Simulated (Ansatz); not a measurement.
## Geometry relaxation, with input and output: CdTe (part 2 of 3)

The same run, continued: CdTe (slab, 12 atoms in the cell); DFT PBE, scalar-relativistic, plane waves, PAW, no spin polarisation (Ansatz 0.2.0); cutoff 420 eV, 2×3×1 k-mesh, Gaussian smearing of 0.05 eV. The structure derives from an entry of the Crystallography Open Database. The input holds or restrains some coordinates. Forces given for the steps count only the free coordinates. It belongs to a series of runs on one base structure; here: clean slab, lower planes held.

Geometry of the input (Å; fractional positions):
```
9.3584  0.0000  0.0000
0.0000  6.6174  0.0000
0.0000  0.0000  20.6792
Cd 0.2500  0.5000  0.3869
Cd 0.7500  0.5000  0.3869
Te 0.5000  0.2500  0.3869
Te 0.0000  0.2500  0.3869
Cd 0.5000  0.0000  0.5000
Cd 0.0000  0.0000  0.5000
Te 0.7500  0.7500  0.5000
Te 0.2500  0.7500  0.5000
Cd 0.7500  0.5000  0.6131
Cd 0.2500  0.5000  0.6131
Te 0.0000  0.2500  0.6131
Te 0.5000  0.2500  0.6131
```

The program's output, continued:
```
SCF iter   1: F=—  HF=-91409.751994 eV  |F-HF|=—  |Δ(HF+E_count)|=         —  Δρ=2.58e-3  dr2=8.41e-2  ethr=3.88e-4  p=-0.116 e·Å  D=-1.64e-2 V/Å  ΔV_dip=0.34 eV  dr2_dipole=1.22e-4  V_vac-E_F(+/−)=4.70/4.37 eV  ⟨swp⟩=6.8  Hψ=1480  notcnv=0  defer=56
efield: sawtooth ramp at fractional position 0.9800 (handed on by an earlier solve), width 0.0400; the density the first Hamiltonian is built on has a dipole p = -0.116 e·Å; the dipole correction subtracts the counter field D = -1.64e-2 V/Å, which shifts the + side's vacuum level by +0.34 eV against the − side's; the planar-averaged density in the ramp window peaks in size at 1.1e-6 e/Å³
preconditioner: auto → Resta (q_TF=auto, 2.028 Å⁻¹)  ε∞=2.1  [insulator: Δε(μ)=1.127 eV  Ē_g=10.366 eV  σ=0.050 eV  W_gap=1.00  n_scr=170 (ndim 8)  ℏωp=10.8 eV  f_vac=0.649  D(μ)=0.00/eV (n_scr^D=0)  ε∞_Penn≈2.1  vacuum switching on, ρ_ref=7.8e-3 e/Å³]
SCF iter   2: F=—  HF=-91409.745356 eV  |F-HF|=—  |Δ(HF+E_count)|=   6.64e-3  Δρ=1.36e-3  dr2=1.61e-2  ethr=3.89e-5  p=-0.109 e·Å  D=-1.54e-2 V/Å  ΔV_dip=0.32 eV  dr2_dipole=3.07e-4  V_vac-E_F(+/−)=4.72/4.40 eV  ⟨swp⟩=2.0  Hψ=793  notcnv=0  defer=56
SCF iter   3: F=—  HF=-91409.748107 eV  |F-HF|=—  |Δ(HF+E_count)|=   2.75e-3  Δρ=4.67e-4  dr2=6.56e-3  ethr=7.45e-6  p=-0.139 e·Å  D=-1.96e-2 V/Å  ΔV_dip=0.41 eV  dr2_dipole=1.20e-3  V_vac-E_F(+/−)=4.74/4.34 eV  ⟨swp⟩=2.0  Hψ=672  notcnv=0  defer=56
SCF iter   4: F=—  HF=-91409.747718 eV  |F-HF|=—  |Δ(HF+E_count)|=   3.89e-4  Δρ=1.50e-4  dr2=1.26e-3  ethr=3.04e-6  p=-0.110 e·Å  D=-1.55e-2 V/Å  ΔV_dip=0.32 eV  dr2_dipole=4.94e-4  V_vac-E_F(+/−)=4.70/4.38 eV  ⟨swp⟩=2.0  Hψ=533  notcnv=0  defer=56
SCF iter   5: F=—  HF=-91409.747773 eV  |F-HF|=—  |Δ(HF+E_count)|=   5.44e-5  Δρ=6.67e-5  dr2=7.21e-5  ethr=5.85e-7  p=-0.123 e·Å  D=-1.74e-2 V/Å  ΔV_dip=0.36 eV  dr2_dipole=6.77e-6  V_vac-E_F(+/−)=4.73/4.37 eV  ⟨swp⟩=2.0  Hψ=542  notcnv=0  defer=56
SCF iter   6: F=—  HF=-91409.747798 eV  |F-HF|=—  |Δ(HF+E_count)|=   2.53e-5  Δρ=2.56e-5  dr2=6.77e-6  ethr=3.34e-8  p=-0.122 e·Å  D=-1.73e-2 V/Å  ΔV_dip=0.36 eV  dr2_dipole=6.55e-9  V_vac-E_F(+/−)=4.73/4.37 eV  ⟨swp⟩=2.0  Hψ=586  notcnv=0  defer=56
iter 7 did not close the SCF: its close was put off until two iterations running show no level that it waits for move by more than its bar (scf_convergence_deferred on its scf_iter line)
SCF iter   7: F=-91409.747807 eV  HF=-91409.747806 eV  |F-HF|=6.64e-7  |Δ(HF+E_count)|=   7.73e-6  Δρ=7.86e-6  dr2=6.76e-7  ethr=1.10e-9  p=-0.122 e·Å  D=-1.73e-2 V/Å  ΔV_dip=0.36 eV  dr2_dipole=3.57e-9  V_vac-E_F(+/−)=4.73/4.37 eV  ⟨swp⟩=18.8  Hψ=4249  notcnv=0
iter 8 did not close the SCF: its close was put off until two iterations running show no level that it waits for move by more than its bar (scf_convergence_deferred on its scf_iter line)
SCF iter   8: F=-91409.747807 eV  HF=-91409.747807 eV  |F-HF|=5.06e-8  |Δ(HF+E_count)|=   8.22e-7  Δρ=2.42e-6  dr2=6.85e-8  ethr=3.13e-10  p=-0.122 e·Å  D=-1.73e-2 V/Å  ΔV_dip=0.36 eV  dr2_dipole=7.72e-11  V_vac-E_F(+/−)=4.73/4.37 eV  ⟨swp⟩=9.0  Hψ=3485  notcnv=0
SCF iter   9: F=-91409.747807 eV  HF=-91409.747807 eV  |F-HF|=4.66e-9  |Δ(HF+E_count)|=   7.27e-8  Δρ=7.20e-7  dr2=6.86e-9  ethr=3.17e-11  p=-0.122 e·Å  D=-1.73e-2 V/Å  ΔV_dip=0.36 eV  dr2_dipole=7.38e-13  V_vac-E_F(+/−)=4.73/4.37 eV  ⟨swp⟩=8.0  Hψ=3286  notcnv=0
SCF 5 converged in 9 iterations: F = -91409.747807 eV  dr2 = 6.86e-9
relax step   5: F+E_penalty+E_count = -91409.74780679 eV  Δ(F+E_penalty+E_count) = -4.343e-2 eV  max|allowed force component| = 3.588e-2 eV/Å  Δτ_max = 0.1899 Å  (9 SCF iters, dr2 threshold 2.37e-6 eV, accepted)
SCF iter   1: F=—  HF=-91409.748844 eV  |F-HF|=—  |Δ(HF+E_count)|=         —  Δρ=2.05e-4  dr2=7.72e-4  ethr=2.87e-6  p=-0.122 e·Å  D=-1.73e-2 V/Å  ΔV_dip=0.36 eV  dr2_dipole=9.21e-5  V_vac-E_F(+/−)=4.73/4.37 eV  ⟨swp⟩=3.0  Hψ=1022  notcnv=0  defer=56
efield: sawtooth ramp at fractional position 0.9800 (handed on by an earlier solve), width 0.0400; the density the first Hamiltonian is built on has a dipole p = -0.122 e·Å; the dipole correction subtracts the counter field D = -1.73e-2 V/Å, which shifts the + side's vacuum level by +0.36 eV against the − side's; the planar-averaged density in the ramp window peaks in size at 1.1e-6 e/Å³
preconditioner: auto → Resta (q_TF=auto, 2.028 Å⁻¹)  ε∞=2.1  [insulator: Δε(μ)=1.134 eV  Ē_g=10.373 eV  σ=0.050 eV  W_gap=1.00  n_scr=170 (ndim 8)  ℏωp=10.8 eV  f_vac=0.648  D(μ)=0.00/eV (n_scr^D=0)  ε∞_Penn≈2.1  vacuum switching on, ρ_ref=7.8e-3 e/Å³]
SCF iter   2: F=—  HF=-91409.748819 eV  |F-HF|=—  |Δ(HF+E_count)|=   2.44e-5  Δρ=1.14e-4  dr2=2.61e-4  ethr=3.58e-7  p=-0.113 e·Å  D=-1.60e-2 V/Å  ΔV_dip=0.33 eV  dr2_dipole=5.57e-5  V_vac-E_F(+/−)=4.71/4.38 eV  ⟨swp⟩=2.0  Hψ=710  notcnv=0  defer=56
SCF iter   3: F=—  HF=-91409.748826 eV  |F-HF|=—  |Δ(HF+E_count)|=   6.66e-6  Δρ=6.61e-5  dr2=1.22e-4  ethr=1.21e-7  p=-0.120 e·Å  D=-1.70e-2 V/Å  ΔV_dip=0.35 eV  dr2_dipole=3.99e-5  V_vac-E_F(+/−)=4.73/4.37 eV  ⟨swp⟩=2.0  Hψ=534  notcnv=0  defer=56
SCF iter   4: F=—  HF=-91409.748799 eV  |F-HF|=—  |Δ(HF+E_count)|=   2.68e-5  Δρ=1.67e-5  dr2=4.06e-6  ethr=5.66e-8  p=-0.116 e·Å  D=-1.65e-2 V/Å  ΔV_dip=0.34 eV  dr2_dipole=2.68e-7  V_vac-E_F(+/−)=4.72/4.38 eV  ⟨swp⟩=2.0  Hψ=531  notcnv=0  defer=56
SCF iter   5: F=—  HF=-91409.748882 eV  |F-HF|=—  |Δ(HF+E_count)|=   8.32e-5  Δρ=5.57e-6  dr2=4.66e-7  ethr=1.88e-9  p=-0.117 e·Å  D=-1.65e-2 V/Å  ΔV_dip=0.34 eV  dr2_dipole=1.16e-9  V_vac-E_F(+/−)=4.72/4.38 eV  ⟨swp⟩=2.0  Hψ=680  notcnv=0  defer=56
SCF iter   6: F=-91409.748883 eV  HF=-91409.748883 eV  |F-HF|=3.42e-8  |Δ(HF+E_count)|=   2.67e-7  Δρ=1.98e-6  dr2=5.10e-8  ethr=4.63e-11  p=-0.117 e·Å  D=-1.65e-2 V/Å  ΔV_dip=0.34 eV  dr2_dipole=6.37e-12  V_vac-E_F(+/−)=4.72/4.38 eV  ⟨swp⟩=17.0  Hψ=3711  notcnv=0
SCF 6 converged in 6 iterations: F = -91409.748883 eV  dr2 = 5.10e-8
relax step   6: F+E_penalty+E_count = -91409.74888255 eV  Δ(F+E_penalty+E_count) = -1.076e-3 eV  max|allowed force component| = 9.384e-3 eV/Å  Δτ_max = 0.0184 Å  (6 SCF iters, accepted)
```

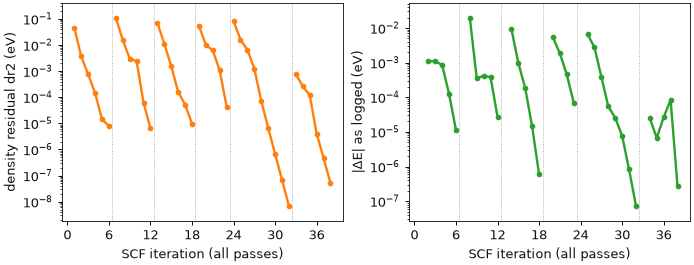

Figure 1. Convergence of the self-consistent field: density residual dr2 and size of the energy change against the SCF iteration. The dotted lines part the SCF passes of the relaxation: geometry steps, rejected trials and re-solves on a re-selected basis. The 6 passes take 5 to 9 iterations each, 38 in all.

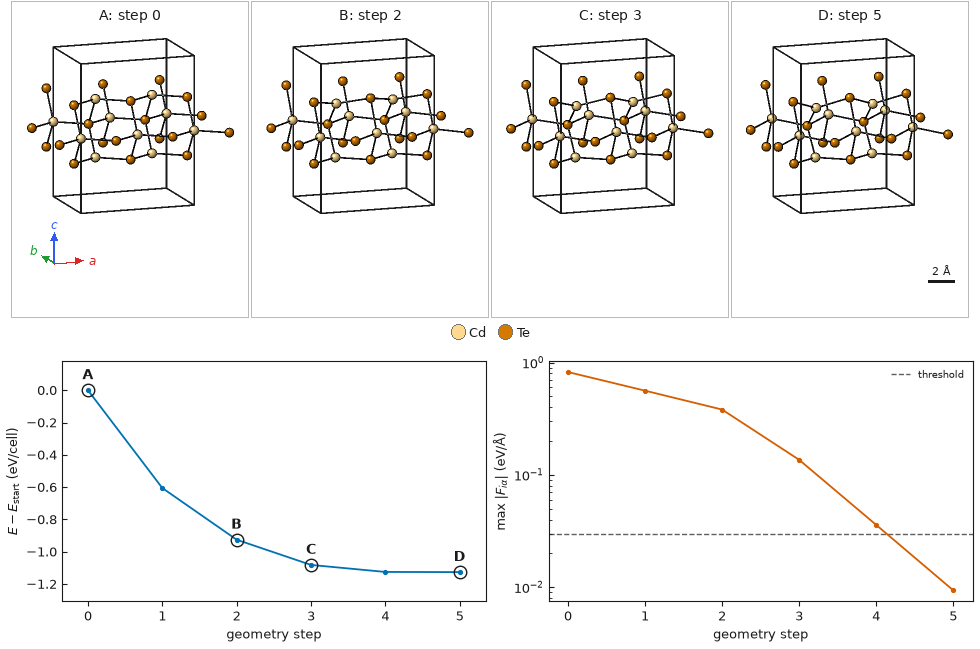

Figure 2. Frames of the restrained relaxation (ball-and-stick view of the cell of the calculation, with the vacuum cut short, with bonded neighbours outside it, seen slightly off an axis) above the curves, on which the letters mark them (the first geometry is step 0 here and step 1 in the log).

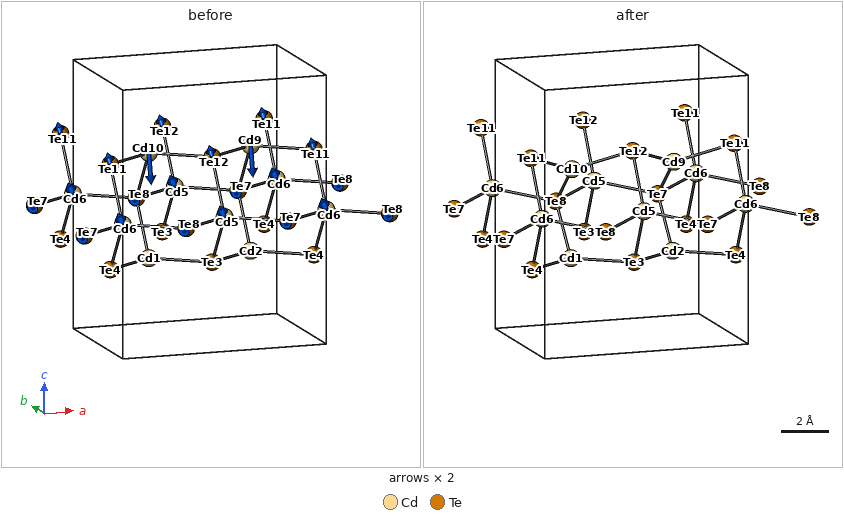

Figure 3. Before (left) and after (right) the restrained relaxation, at one scale (ball-and-stick view of the cell of the calculation, with the vacuum cut short, with bonded neighbours outside it, seen slightly off an axis). The blue arrows give the displacements, magnified 2 times. The largest moves, 0.71 Å, are those of Cd9 and Cd10. By element the largest moves are Cd 0.71 Å, Te 0.37 Å. The cell doesn't change. Among the contacts that change: Cd10–Te11 2.865 → 2.818 Å, Cd5–Te7 2.865 → 2.910 Å, Te7–Cd9 2.865 → 2.830 Å, Cd1–Te8 2.865 → 2.895 Å. Among the angles that change: Cd1–Te8–Cd10 109.5° → 88.5°, Te8–Cd10–Te11 109.5° → 123.7°, Te3–Cd5–Te7 109.5° → 98.3°. After 5 geometry steps the energy has fallen by 1.126 eV per cell of the calculation. Largest force component: 0.82 eV/Å at the start, 0.0094 eV/Å at the end. (Atoms are counted from 1 in the order of the input.)

```
WARN: The output density's exchange-correlation potential varies sharply where the density is thin. Do not read a vacuum level from v_tot or v_xc, or from such a field of the output density. On a cell that repeats whose density bears no net charge and no dipole along the vacuum's axis use v_es (v_loc + v_h of the components); under efield.dipole_correction with no amplitude use v_es + v_field, which holds any external_charges[].barrier, or the levels of the report's work_function block, which leave it out; under a non-zero efield.amplitude the vacuum is tilted and has no level; on a cell that repeats and bears such a dipole with no correction it is tilted too, and efield.dipole_correction with no amplitude gives each side of its ramp a level where efield: is served; in a cell that repeats whose density bears a net charge (total_charge, or a fill off its count) it is curved and has none; of a slab under crystal.periodic whose density bears no net charge use v_es, which has a level on each side, short of where the two are joined; of another it falls or rises all the way out and has none; of a slab beside external_charges read slab_vacuum_level instead, which it has where they leave it neutral. The grid or the basis barely resolves most such structure, and the values can differ between equally converged runs; as a rule a tighter scf.convergence.dr2_threshold does not remove it. Where the density itself ripples (under the LDA too) a higher basis.ecutwfc lessens it. The files hold the spikes' plane waves up to the density's cutoff. Files: v_tot_of_output_density and the like, and their columns of v_z.tsv (output.write_potential); v_xc_of_output_density and the like, and their columns of v_comp_z.tsv (output.write_potential_components). Measured: with its Gaussian average of σ = 0.25 Å subtracted twice, the exchange-correlation potential is over 0.1 eV at 1526 of the grid points where the equally averaged density (valence and model cores) is under 1e-3 e/Å³, and 0.533 eV at the most among them, at an averaged density of 1.0e-3 e/Å³. The input density's (outcome.potential() and, of a run that writes arrays, v_tot and v_xc) is over 0.1 eV, so measured, at 1518 points of its own thin density, 0.532 eV at the most. See output.write_potential in the manual, Limitations
SCF converged after 6 iterations
Free energy (F): -91409.748883 eV
Harris-Foulkes:  -91409.748883 eV  (|F-HF|=3.42e-8)
Internal energy: -91409.748883 eV  (E = F + TS)
E sigma→0 (E₀):  -91409.748883 eV
Fermi energy:    -0.572664 eV
Dipole field:    D = -0.016488 V/Å  (p = -0.116690 e·Å, saw-weighted, corrected)
Work function:   Φ+ = 4.7189 eV   Φ− = 4.3780 eV
Levels:          The Fermi level and band energies are counted from a zero that moves with the ramp; work functions are not
--- Per-component energies (eV) ---
  E_band       = -6543.784963
  E_kinetic    = 4103.814357
  E_local      = -145685.796046  (includes V_loc(G=0)·N_el)
  E_nonlocal   = -1661.523367
  E_hartree    = 72084.926292
  E_xc         = -1799.186334
  E_vxc        = -1944.642617  (∫ρ·V_xc dr)
  E_paw        = -52475.740761  (= ΣΔE_a)
  E_vpaw       = -5525.197311  (= ΣTr[D̂ρ^β])
  E_aug_tail   = -0.000989  (compensation charges beyond the density's cutoff)
  E_efield     = 0.000962  (sawtooth field / dipole correction)
  E_vefield    = -0.320406  (∫n·V_field dr)
  E_ewald      = 34023.757003
  E_smearing   = -0.000000  (= −TS)
  E_closure    = 0.000000  (closes the sum)
  Σ components = -91409.748883   (vs F -91409.748883, Δ=0.00e0)
--- Forces (eV/Å), atoms counted from 1 ---
  atom   1  Cd     0.00000000    -0.50324334     0.60281945
  atom   2  Cd     0.00000000    -0.50324334     0.60281945
  atom   3  Te     0.00000000     0.50291936    -0.60629110
  atom   4  Te     0.00000000     0.50291936    -0.60629110
  atom   5  Cd    -0.00000000    -0.00396549     0.00754681
  atom   6  Cd    -0.00000000    -0.00396549     0.00754681
  atom   7  Te     0.00000000    -0.00212966     0.00465831
  atom   8  Te     0.00000000    -0.00212966     0.00465831
  atom   9  Cd    -0.00000000     0.00938363    -0.00246266
  atom  10  Cd    -0.00000000     0.00938363    -0.00246266
  atom  11  Te     0.00000000    -0.00300883    -0.00629784
  atom  12  Te     0.00000000    -0.00300883    -0.00629784
  max |Σ_I F_I| component: 8.87e-5 eV/Å
--- Band table (eV) ---
  k-point 0: bands = ["-103.2462", "-103.2462", "-103.1992", "-103.1992", "-103.0403", "-103.0403", "-64.3775", "-64.3775", "-64.3324", "-64.3324", "-64.2841", "-64.2841", "-64.2626", "-64.2626", "-64.2354", "-64.2354", "-64.2132", "-64.2132", "-64.1181", "-64.1181", "-64.0985", "-64.0985", "-64.0891", "-64.0891", "-37.1081", "-37.1081", "-37.1039", "-37.1038", "-37.0819", "-37.0818", "-37.0630", "-37.0630", "-37.0622", "-37.0618", "-36.8331", "-36.8328", "-36.8236", "-36.8235", "-36.7971", "-36.7968", "-36.7707", "-36.7707", "-36.7659", "-36.7658", "-36.7302", "-36.7299", "-36.7292", "-36.7290", "-36.6396", "-36.6395", "-36.6359", "-36.6358", "-36.6070", "-36.6069", "-11.7819", "-11.5917", "-11.3757", "-11.3143", "-11.1977", "-11.1220", "-9.2487", "-9.2292", "-9.2225", "-9.2219", "-9.2055", "-9.2035", "-9.1767", "-9.1502", "-9.1467", "-9.1260", "-9.1193", "-9.1104", "-9.1063", "-9.1050", "-9.0917", "-9.0913", "-9.0912", "-9.0767", "-9.0579", "-9.0096", "-8.9987", "-8.9495", "-8.9416", "-8.9292", "-8.9114", "-8.7838", "-8.7209", "-8.6810", "-8.6274", "-8.6220", "-4.8095", "-4.6861", "-4.6746", "-4.5755", "-3.8465", "-3.3106", "-3.2108", "-2.7507", "-2.4575", "-2.4490", "-2.4403", "-2.3252", "-2.1986", "-1.7440", "-1.6719", "-1.6020", "-1.5418", "-1.1403", "-0.0050", "0.6954", "1.1366", "1.2885", "1.7115", "1.7680", "1.9899", "2.1098", "2.7337", "2.8070", "3.2460", "3.4188", "3.5587", "3.7613", "3.9403", "3.9575", "4.1007", "4.2025", "4.3595", "4.3929", "4.8348", "5.1145"]
```
